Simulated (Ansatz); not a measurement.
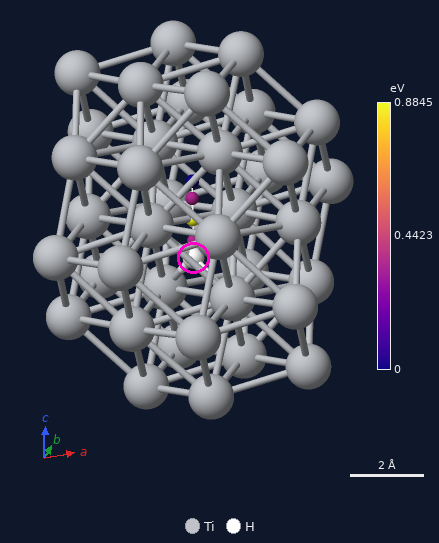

A search for the minimum-energy path of a defect cell of composition Ti18H (19 atoms in the cell) by the nudged elastic band. Images are numbered from 0 (start) to 4 (end). The start is drawn whole; smaller spheres mark the moving atoms (H) in the later images, joined by lines and coloured by the energy of the image relative to the start. The picture is a ball-and-stick view of the atoms within 5.3 Å of the middle of the path, seen slightly off an axis. The moving atom is ringed, with any periodic copies. Bonds to atoms that aren't drawn are left out.

The calculation used Ansatz, DFT PBEsol, scalar-relativistic, plane waves, PAW.

Input
```yaml
crystal:
  lattice:
    - [4.3506528002, -2.5118505654, -4.5909904469]
    - [-4.3506528002, -2.5118505654, -4.5909904469]
    - [0.0, 5.0237011307, -4.5909904469]
  atoms:
    - { symbol: Ti, position: [0.1402806688, 0.4720973128, 0.138213852] }
    - { symbol: Ti, position: [0.8048727526, 0.4720972281, 0.4736218671] }
    - { symbol: Ti, position: [0.4720930158, 0.1402738858, 0.138230701] }
    - { symbol: Ti, position: [0.4677054356, 0.4676919688, 0.801040996] }
    - { symbol: Ti, position: [0.1405066367, 0.1404986247, 0.473837972] }
    - { symbol: Ti, position: [0.8100109712, 0.8100055542, 0.1433428457] }
    - { symbol: Ti, position: [0.8048844348, 0.1402756951, 0.8054332251] }
    - { symbol: Ti, position: [0.4721007228, 0.8048807415, 0.4736209346] }
    - { symbol: Ti, position: [0.1402824523, 0.8048762662, 0.805439585] }
    - { symbol: Ti, position: [0.1925031405, 0.1924981085, 0.8617505454] }
    - { symbol: Ti, position: [0.8613189862, 0.1945693538, 0.1946476335] }
    - { symbol: Ti, position: [0.5212790143, 0.8684506194, 0.8546130068] }
    - { symbol: Ti, position: [0.5284202681, 0.1925118697, 0.525845915] }
    - { symbol: Ti, position: [0.1945659439, 0.8613348427, 0.1946744188] }
    - { symbol: Ti, position: [0.8684716414, 0.5212835631, 0.8545981705] }
    - { symbol: Ti, position: [0.8613356582, 0.8613246706, 0.5278937483] }
    - { symbol: Ti, position: [0.5212604688, 0.5212779333, 0.2017964043] }
    - { symbol: Ti, position: [0.1924995938, 0.5284221677, 0.525826493] }
    - { symbol: H, position: [0.6732824658, 0.6732643531, 0.0066148523] }
basis:
  ecutwfc: 420
  xc_grid: 2
kpoints:
  mp_grid: { grid: [4, 4, 4], shift: [0.5, 0.5, 0.5] }
hamiltonian:
  xc: pbesol
scf:
  occupations: { method: gaussian, width: 0.1 }
output:
  forces: true
neb:
  images: 3
  f_tol: 0.05
  max_iterations: 70
  order_check: false
  final_atoms:
    - { symbol: Ti, position: [0.1387673894, 0.4719984906, 0.1386589145] }
    - { symbol: Ti, position: [0.8120543191, 0.464882714, 0.4787203265] }
    - { symbol: Ti, position: [0.4720143472, 0.1387639795, 0.1386856998] }
    - { symbol: Ti, position: [0.4719976751, 0.4720086628, 0.805439585] }
    - { symbol: Ti, position: [0.1408301928, 0.1408352248, 0.4715827879] }
    - { symbol: Ti, position: [0.8120728646, 0.8120554, 0.131536929] }
    - { symbol: Ti, position: [0.8049130652, 0.1408214637, 0.8074874184] }
    - { symbol: Ti, position: [0.4648616919, 0.8120497702, 0.4787351628] }
    - { symbol: Ti, position: [0.1408337396, 0.8049111656, 0.8075068403] }
    - { symbol: Ti, position: [0.1928266967, 0.1928347086, 0.8594953613] }
    - { symbol: Ti, position: [0.8612403175, 0.1930594475, 0.1951026323] }
    - { symbol: Ti, position: [0.5284605807, 0.8612361053, 0.8597114663] }
    - { symbol: Ti, position: [0.5284488986, 0.1930576382, 0.5279001082] }
    - { symbol: Ti, position: [0.1930526645, 0.8612360205, 0.1951194813] }
    - { symbol: Ti, position: [0.8612326106, 0.5284525919, 0.8597123987] }
    - { symbol: Ti, position: [0.8656278978, 0.8656413646, 0.5322923373] }
    - { symbol: Ti, position: [0.5233223621, 0.5233277791, 0.1899904876] }
    - { symbol: Ti, position: [0.193050881, 0.5284570671, 0.5278937483] }
    - { symbol: H, position: [0.6600508675, 0.6600689802, 0.326718481] }
```

Launched with:
```bash
ansatz run input.yaml --threads 4 --pin off --max-ram 10240MiB --backend cpu --events-out ev --progress --plain --runs-dir out
```

### Describe the path and its energy.

The H atom travels furthest, 2.15 Å from end to end, along +c, on a straight line. At the highest image its nearest neighbour (Ti) is 1.72 Å away, against 1.81 Å at the start, and the surrounding atoms stand up to 0.25 Å off the mean of their end positions. The two ends have the same energy, and the highest point, image 2, lies 0.88 eV above the start. The band converged in 5 iterations, with a climbing image at the top.

Limits of the set-up: the periodic images lie only 6.8 Å apart, so the values are limited by the cell's size.

The run took 15 min on 4 threads of Intel(R) Xeon(R) Platinum 8259CL CPU @ 2.50GHz (Skylake/Cascade Lake) (shared host), peak memory 3.7 GiB.
